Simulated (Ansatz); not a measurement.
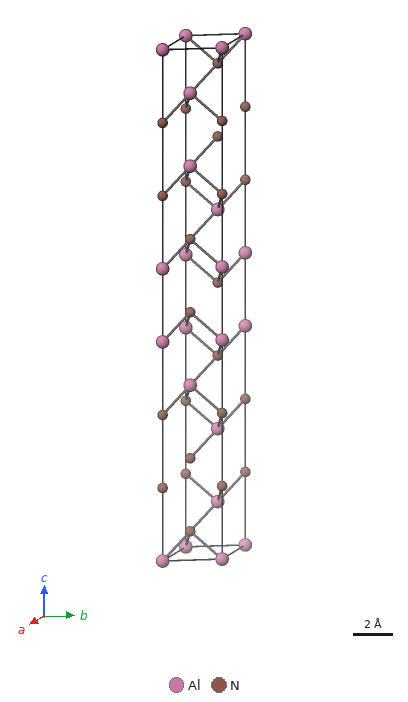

Figure 1. The structure as given in the input (ball-and-stick view of the cell 3 times as large as that of the calculation, set on its symmetry axes, seen slightly off an axis).

Single-point calculation, with input and output: Al₃N₄ (part 1 of 2)

The run: single-point calculation of Al₃N₄ (R-3m, 7 atoms in the cell). Method and program: DFT PBE, scalar-relativistic, plane waves, PAW, spin-polarised (Ansatz 0.2.0).

The structure was made by swapping elements on the sites of another compound; it need not be a known phase. It belongs to a series of runs on one base structure; here: anti-Sn4As3 type (R-3m, No. 166).

Input file
```yaml
crystal:
  lattice:
    - [1.5587658482, 0.8999538821, 9.1621087903]
    - [-1.5587658482, 0.8999538821, 9.1621087903]
    - [0.0, -1.7999077641, 9.1621087903]
  atoms:
    - { symbol: Al, position: [0.0, 0.0, 0.0] }
    - { symbol: Al, position: [0.5714, 0.5714, 0.5714] }
    - { symbol: Al, position: [0.4286, 0.4286, 0.4286] }
    - { symbol: "N", position: [0.8571, 0.8571, 0.8571], spin: 1.0 }
    - { symbol: "N", position: [0.1429, 0.1429, 0.1429], spin: 1.0 }
    - { symbol: "N", position: [0.7143, 0.7143, 0.7143], spin: 1.0 }
    - { symbol: "N", position: [0.2857, 0.2857, 0.2857], spin: 1.0 }
basis:
  ecutwfc: 420
kpoints:
  mp_grid: { grid: [6, 6, 6] }
hamiltonian:
  xc: pbe
scf:
  occupations: { method: gaussian, width: 0.1 }
  lower_state_search: "off"
output:
  forces: true
  stress: true
  eigenvalues: true
  populations: true
magnetization:
  spin_polarized: true
```

Run on 1 thread of Arm Neoverse V2, 128 GiB of memory available, shared host.

Command:
```bash
ansatz run input.yaml --threads 1 --pin off --max-ram 2560MiB --backend cpu --events-out ev --progress --plain --runs-dir out
```

Output
```
basis.fft_grid_basis auto: the FFT boxes are laid along the combinations [[1, 0, -1], [0, 1, -1], [0, 0, 1]] of the cell's own vectors, 3.118, 3.118 and 9.337 Å long. The dense box has 24×24×64 points. Along the cell's own vectors, as sized, it would have 64×64×64, 7.11 times as many. Of the 12 symmetry operations that the crystal satisfies within crystal.symmetry.tolerance (time reversal apart; of a slab, those that keep its plane) the dense box along the cell's own vectors carries 12, and the one as laid loses 8 of those. basis.fft_grid_basis: typed keeps the cell's own vectors: state it where this run's energies or levels are differenced outside the engine with another run's, or held beside a run that keeps those vectors.
Engine: ansatz 0.2.0, aarch64-unknown-linux-gnu
Pseudopotentials: kind: paw
Pseudopotential: Al, paw, valence charge 3, recommended cutoff 420 eV (normal), Al.paw.azcp
Pseudopotential: N, paw, valence charge 5, recommended cutoff 420 eV (normal), N.paw.azcp
Functional definition: PBE
  parameter kappa = 0.804
  parameter beta = 0.06672455060314922
  exchange = pbe_x(kappa = kappa, mu = beta*pi^2/3)
  correlation = pbe_c(beta = beta)
Crystal: 7 atoms, lattice volume = 77.117 Å³
Basis set: ecut = 420 eV, 1501 PW (Γ), FFT grids on a1−a3, a2−a3, a3, exchange–correlation on 48×48×128 points (8 copies of the dense FFT grid, shifted against one another)
Bands: 24, of which v1, the nominal top of the filled ones, is band 15 counted from 1 (14 counted from 0)
Symmetry: 12 space group operations
Space group: R-3m (ITA 166), of the structure as read, at distance tolerance 4.3e-5 Å
Magnetic group: BNS 166.97 (UNI 1327), of the structure as read, at distance tolerance 4.3e-5 Å
k-points: 32 of 216
Non-local potential: Al, projectors of the file, l = 0: 2, l = 1: 2, l = 2: 1
Non-local potential: N, projectors of the file, l = 0: 2, l = 1: 2, l = 2: 1
PAW form: soft (Blöchl's): semilocal exchange-correlation on the pseudo side does not see the compensation charge
PAW one-centre angular grid: Al, 110 points (default); XC on 64 Gauss nodes
PAW one-centre angular grid: N, 110 points (default); XC on 64 Gauss nodes
Initial density: superposition of atomic densities (chi_scale 0.1, normalization cell, long waves 2 % of neutral atoms (reshape's long-wave potential 1.02 eV rms, cloud 1.92 Å wide))
Starting moments: Σ|m| = 4 μB on 4 of 7 sites
Initial wavefunctions: pseudopotential atomic-orbital guess
Functional: x = pbe(κ = 0.804, μ = 0.2195149727645171), c = pbe(β = 0.06672455060314922)
```
